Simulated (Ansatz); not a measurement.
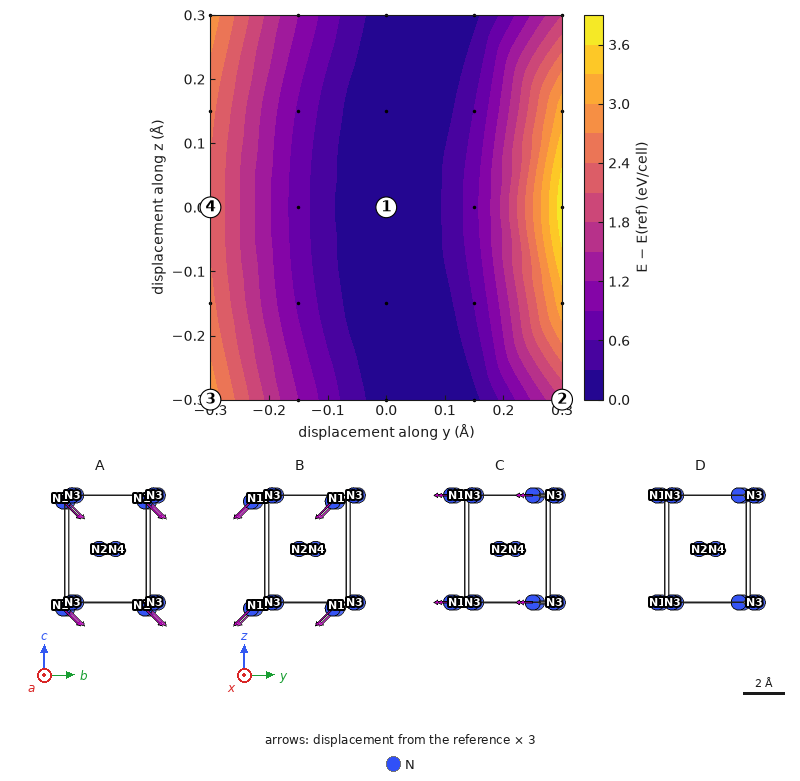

A crystal of N (P4_2/mnm): N1 (one in each cell of 4 atoms) is moved over the plane of the Cartesian directions y and z, all else fixed. The map is interpolated between the computed points (dots). The frames are shuffled; each belongs to one numbered point. Style: ball-and-stick. Shown: the cell of the calculation, nearly along the normal of the scanned plane. Purple arrows: displacements from the reference.

All numbers below come from DFT PBEsol, scalar-relativistic, plane waves, PAW in Ansatz. Set-up: plane-wave cutoff 420 eV; k-point mesh 6 × 6 × 4; occupations gaussian; smearing width 0.05 eV; no spin polarisation. Energies (free energies at the smearing named) are counted from the cell as listed in its source, which wasn't relaxed.

Q: Which frame belongs to which numbered point?

A: Point 1 is frame D, at (0.00, 0.00) and 0.00 eV/cell; 2 is frame A, at (0.30, −0.30) and 1.79 eV/cell; 3 is frame B, at (−0.30, −0.30) and 2.87 eV/cell; 4 is frame C, at (−0.30, 0.00) and 2.36 eV/cell. In pairs of (displacement along y (Å); displacement along z (Å)): the lowest computed point lies at (0.00, 0.00) (0.00 eV/cell), the highest at (0.30, 0.00) (3.76 eV/cell).  Over the ranges scanned the energy rises more along the first axis, the displacement along y.
